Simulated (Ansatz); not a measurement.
**What a change does: single-point calculation on ZnO**

System: ZnO (Pm-3m, 2 atoms in the cell).
Method of run A: DFT PBEsol, scalar-relativistic, plane waves, PAW, no spin polarisation (Ansatz 0.2.0).

Text and figures count atoms from 1; the logs count them from 0 in places.

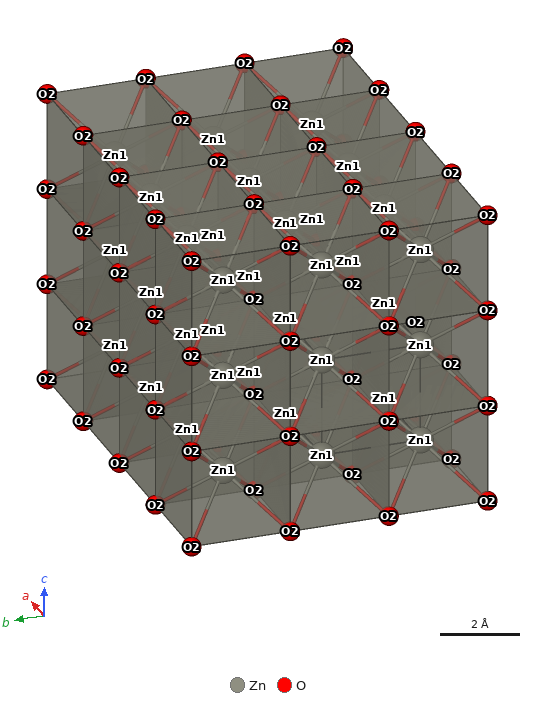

Fig. 1: The structure as given in the input (polyhedral view of the cell of the calculation, repeated 3 × 2 × 2, seen at an oblique angle; polyhedra are completed across the faces of the cell; atoms are numbered from 1 in the order of the input).

### The input, run A
```yaml
crystal:
  lattice:
    - [2.6797503601, 0.0, 0.0]
    - [0.0, 2.6797503601, 0.0]
    - [0.0, 0.0, 2.6797503601]
  atoms:
    - { symbol: Zn, position: [0.0, 0.0, 0.0] }
    - { symbol: O, position: [0.5, 0.5, 0.5] }
basis:
  ecutwfc: 420
kpoints:
  mp_grid: { grid: [6, 6, 6] }
hamiltonian:
  xc: pbesol
scf:
  occupations: { method: gaussian, width: 0.05 }
output:
  forces: true
  stress: true
  eigenvalues: true
```

Command:
```bash
ansatz run input.yaml --threads 1 --pin off --max-ram 1228MiB --backend cpu --events-out ev --progress --plain --runs-dir out
```

Hardware: 1 thread of Intel Xeon (Granite Rapids), 64 GiB of memory available, shared host.

### Output, shortened to warnings, some set-up lines, iterations and results (run A)
```
Basis set: ecut = 420 eV, 389 PW (Γ), exchange–correlation on 36×36×36 points (8 copies of the dense FFT grid, shifted against one another)
Symmetry: 48 space group operations
k-points: 20 of 216
Initial density: superposition of atomic densities (neutral atoms: chi_scale 0, normalization atom), corrected by the library's trained network
[...]
SCF iter   1: F=—  HF=-3840.754059 eV  |F-HF|=—  |Δ(HF+E_count)|=         —  Δρ=1.49e-2  dr2=3.20e-2  ethr=1.77e-3  ⟨swp⟩=5.2  Hψ=1376  notcnv=0
SCF iter   2: F=—  HF=-3840.746342 eV  |F-HF|=—  |Δ(HF+E_count)|=   7.72e-3  Δρ=4.42e-3  dr2=3.63e-3  ethr=1.78e-4  ⟨swp⟩=2.5  Hψ=545  notcnv=0
SCF iter   3: F=—  HF=-3840.745603 eV  |F-HF|=—  |Δ(HF+E_count)|=   7.39e-4  Δρ=1.51e-3  dr2=2.07e-4  ethr=2.02e-5  ⟨swp⟩=2.8  Hψ=478  notcnv=0
SCF iter   4: F=—  HF=-3840.745491 eV  |F-HF|=—  |Δ(HF+E_count)|=   1.12e-4  Δρ=3.47e-4  dr2=6.33e-6  ethr=1.15e-6  ⟨swp⟩=2.0  Hψ=395  notcnv=0
SCF iter   5: F=—  HF=-3840.745464 eV  |F-HF|=—  |Δ(HF+E_count)|=   2.74e-5  Δρ=3.49e-5  dr2=1.68e-7  ethr=3.52e-8  ⟨swp⟩=2.6  Hψ=473  notcnv=0
SCF iter   6: F=-3840.745464 eV  HF=-3840.745464 eV  |F-HF|=1.39e-9  |Δ(HF+E_count)|=   2.99e-8  Δρ=3.70e-6  dr2=2.22e-9  ethr=5.56e-10  ⟨swp⟩=5.2  Hψ=1185  notcnv=0
SCF 1 converged in 6 iterations: F = -3840.745464 eV  dr2 = 2.22e-9
SCF converged after 6 iterations
Free energy (F): -3840.745464 eV
Harris-Foulkes:  -3840.745464 eV  (|F-HF|=1.39e-9)
Internal energy: -3840.744891 eV  (E = F + TS)
E sigma→0 (E₀):  -3840.745177 eV
Entropy (-TS):   -0.000573 eV (-0.286 meV/atom)
Fermi energy:    10.569108 eV
--- Per-component energies (eV) ---
  E_band       = 80.823608
  E_kinetic    = 304.569937
  E_local      = -1647.166996  (includes V_loc(G=0)·N_el)
  E_nonlocal   = 669.226559
  E_hartree    = 669.555432
  E_xc         = -207.348717
  E_vxc        = -144.632458  (∫ρ·V_xc dr)
  E_paw        = -1947.992783  (= ΣΔE_a)
  E_vpaw       = -440.286094  (= ΣTr[D̂ρ^β])
  E_aug_tail   = 0.002074  (compensation charges beyond the density's cutoff)
  E_ewald      = -1682.423040
  E_core_change = 0.832643  (= ΣΔE_core)
  E_smearing   = -0.000573  (= −TS)
  E_closure    = -0.000000  (closes the sum)
  Σ components = -3840.745464   (vs F -3840.745464, Δ=0.00e0)
--- Forces (eV/Å), atoms counted from 1 ---
  atom   1  Zn    -0.00000000     0.00000000    -0.00000000
  atom   2  O      0.00000000    -0.00000000    -0.00000000
  max |Σ_I F_I| component: 5.78e-30 eV/Å
--- Stress (GPa, compression-positive) ---
       -6.521007       0.000000       0.000000
        0.000000      -6.521007       0.000000
        0.000000       0.000000      -6.521007
  P = ⅓ Tr σ = -6.5210 GPa (-65.210 kbar)
```

The input of run B differs as follows (lines with − go, lines with + come):
```diff
-    - [2.6797503601, 0.0, 0.0]
-    - [0.0, 2.6797503601, 0.0]
-    - [0.0, 0.0, 2.6797503601]
+    - [2.5946121097, 0.0, 0.0]
+    - [0.0, 2.5946121097, 0.0]
+    - [0.0, 0.0, 2.5946121097]
```

What does this change do to the results?

With the same functional and potentials, run B lies 11.1 meV per atom higher. The pressure goes from −6.52 to 12.20 GPa. The volume per atom goes from 9.62 to 8.73 Å³. The number of SCF iterations is the same. The plane waves at Γ go from 389 to 341.

### Output, shortened to warnings, some set-up lines, iterations and results (run B)
```
Basis set: ecut = 420 eV, 341 PW (Γ), exchange–correlation on 36×36×36 points (8 copies of the dense FFT grid, shifted against one another)
Symmetry: 48 space group operations
k-points: 20 of 216
Initial density: superposition of atomic densities (neutral atoms: chi_scale 0, normalization atom), corrected by the library's trained network
[...]
SCF iter   1: F=—  HF=-3840.731385 eV  |F-HF|=—  |Δ(HF+E_count)|=         —  Δρ=1.50e-2  dr2=2.85e-2  ethr=1.77e-3  ⟨swp⟩=4.6  Hψ=1398  notcnv=0
SCF iter   2: F=—  HF=-3840.724112 eV  |F-HF|=—  |Δ(HF+E_count)|=   7.27e-3  Δρ=4.38e-3  dr2=3.27e-3  ethr=1.58e-4  ⟨swp⟩=2.8  Hψ=562  notcnv=0
SCF iter   3: F=—  HF=-3840.723412 eV  |F-HF|=—  |Δ(HF+E_count)|=   7.00e-4  Δρ=1.64e-3  dr2=2.13e-4  ethr=1.82e-5  ⟨swp⟩=2.5  Hψ=469  notcnv=0
SCF iter   4: F=—  HF=-3840.723303 eV  |F-HF|=—  |Δ(HF+E_count)|=   1.09e-4  Δρ=3.87e-4  dr2=7.11e-6  ethr=1.18e-6  ⟨swp⟩=2.0  Hψ=399  notcnv=0
SCF iter   5: F=—  HF=-3840.723233 eV  |F-HF|=—  |Δ(HF+E_count)|=   6.98e-5  Δρ=3.14e-5  dr2=1.16e-7  ethr=3.95e-8  ⟨swp⟩=2.9  Hψ=478  notcnv=0
SCF iter   6: F=-3840.723233 eV  HF=-3840.723233 eV  |F-HF|=2.31e-9  |Δ(HF+E_count)|=   2.29e-8  Δρ=4.30e-6  dr2=2.99e-9  ethr=5.56e-10  ⟨swp⟩=5.1  Hψ=1135  notcnv=0
SCF 1 converged in 6 iterations: F = -3840.723233 eV  dr2 = 2.99e-9
SCF converged after 6 iterations
Free energy (F): -3840.723233 eV
Harris-Foulkes:  -3840.723233 eV  (|F-HF|=2.31e-9)
Internal energy: -3840.722721 eV  (E = F + TS)
E sigma→0 (E₀):  -3840.722977 eV
Entropy (-TS):   -0.000511 eV (-0.256 meV/atom)
Fermi energy:    12.297169 eV
--- Per-component energies (eV) ---
  E_band       = 107.493016
  E_kinetic    = 307.958202
  E_local      = -1565.989531  (includes V_loc(G=0)·N_el)
  E_nonlocal   = 669.668021
  E_hartree    = 641.226602
  E_xc         = -208.682534
  E_vxc        = -146.408420  (∫ρ·V_xc dr)
  E_paw        = -1948.109003  (= ΣΔE_a)
  E_vpaw       = -440.190456  (= ΣTr[D̂ρ^β])
  E_aug_tail   = 0.002074  (compensation charges beyond the density's cutoff)
  E_ewald      = -1737.629194
  E_core_change = 0.832643  (= ΣΔE_core)
  E_smearing   = -0.000511  (= −TS)
  E_closure    = -0.000000  (closes the sum)
  Σ components = -3840.723233   (vs F -3840.723233, Δ=0.00e0)
--- Forces (eV/Å), atoms counted from 1 ---
  atom   1  Zn    -0.00000000    -0.00000000     0.00000000
  atom   2  O      0.00000000     0.00000000     0.00000000
  max |Σ_I F_I| component: 1.70e-29 eV/Å
--- Stress (GPa, compression-positive) ---
       12.204713       0.000000       0.000000
        0.000000      12.204713       0.000000
        0.000000       0.000000      12.204713
  P = ⅓ Tr σ = 12.2047 GPa (122.047 kbar)
```

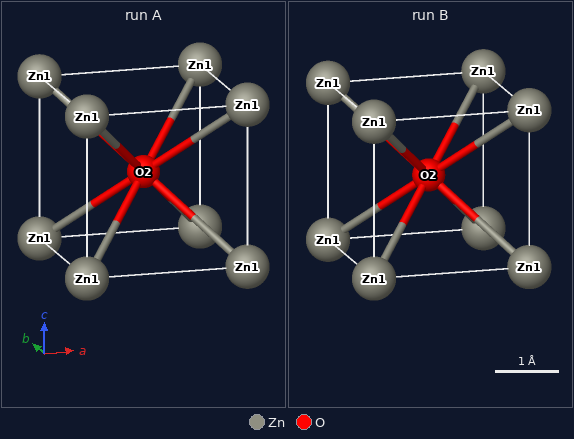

Fig. 2: The two input geometries at one scale (ball-and-stick view of the cell of the calculation, seen slightly off an axis). No atom moves by more than 0.005 Å relative to the cell. The drawn cell changes as follows: a = b = c 2.680 → 2.595 Å (−3.2 %); the volume changes by −9.2 %. Among the contacts that change: Zn1–O2 2.321 → 2.247 Å.

### The two runs side by side

```csv
quantity,run A,run B
outcome,converged,converged
free energy per atom (eV),−1920.3727,−1920.3616
gap on the mesh (eV),0.00,0.00
pressure (GPa),−6.52,12.20
volume per atom (Å³),9.62,8.73
largest force (eV/Å),0.000,0.000
SCF iterations,6,6
irreducible k-points,20,20
plane waves at Γ,389,341
```

For run A: The cell is under a tension of 6.5 GPa at this level, so it is not at its equilibrium volume. For run B: The cell is under a pressure of 12.2 GPa at this level, so it is not at its equilibrium volume.
